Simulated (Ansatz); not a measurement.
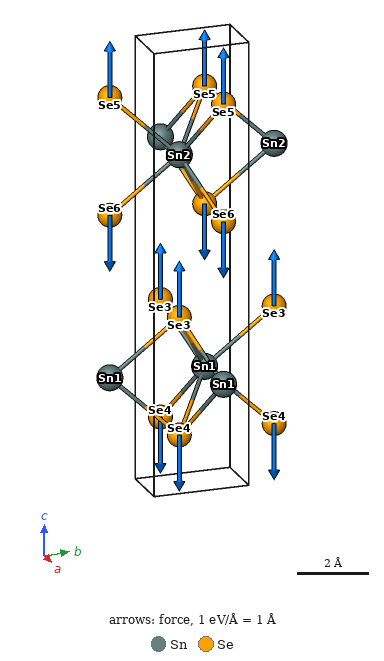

Starting geometry of solid SnSe$_{2}$ (built on the 2H (MoS2) bulk type) with the computed forces as blue arrows. The picture is a ball-and-stick view of the cell of the calculation, seen from a free direction.

Computed with Ansatz 0.2.0, DFT, PBE-D3(BJ), plane waves, PAW.

The input:
```yaml
crystal:
  lattice:
    - [3.44739341, 0.0, 0.0]
    - [-1.723696705, 2.9855302699, 0.0]
    - [0.0, 0.0, 12.67191784]
  atoms:
    - { symbol: Sn, position: [0.3333333333, 0.6666666667, 0.25] }
    - { symbol: Sn, position: [0.6666666667, 0.3333333333, 0.75] }
    - { symbol: Se, position: [0.6666666667, 0.3333333333, 0.3828117402] }
    - { symbol: Se, position: [0.6666666667, 0.3333333333, 0.1171882598] }
    - { symbol: Se, position: [0.3333333333, 0.6666666667, 0.8828117402] }
    - { symbol: Se, position: [0.3333333333, 0.6666666667, 0.6171882598] }
kpoints:
  mp_grid: { grid: [12, 12, 2] }
hamiltonian:
  xc: pbe
  dispersion: d3bj
scf:
  occupations: { method: fermi_dirac, width: 0.02 }
relax:
  f_tol: 0.005
  cell: {}
```

Command:
```bash
ansatz run input.yaml --threads 2 --pin off --max-ram 20275MiB --backend cpu --events-out ev --progress --plain --runs-dir out
```

Is this structure relaxed? If not, where do the atoms go?

It isn't relaxed: the largest force vector, on Se atoms, is 1.63 eV/Å. The atoms end up moving mostly along the starting forces (cosine between the two patterns 1.00). The largest moves relative to the cell, 0.22 Å, are those of Se3, Se4, Se5 and Se6. Se3 goes along +c. Sn stays in place. The volume changes by +12.0 %, with a = b 3.447 → 3.836 Å (+11.3 %), c 12.672 → 11.461 Å (−9.6 %). Among the contacts that change: Se3–Se6 3.575 → 3.151 Å, Sn1–Se3 2.607 → 2.819 Å. Among the angles between lasting bonds that change: Se3–Sn1–Se4 80.4° → 76.5°, Se3–Sn1–Se3 82.8° → 85.7°, Sn1–Se3–Sn1 82.8° → 85.7°. The space group stays P6_3/mmc (No. 194). After 7 accepted moves (9 points after the start) the energy has fallen by 294 meV per atom. The largest force component goes from 1.6 to 0.0019 eV/Å. The pressure goes from 17.50 to −0.01 GPa. At 2 points the geometry stayed and the basis and grid were re-selected for the new cell (energy shift of 1.1 meV per atom at most each time).
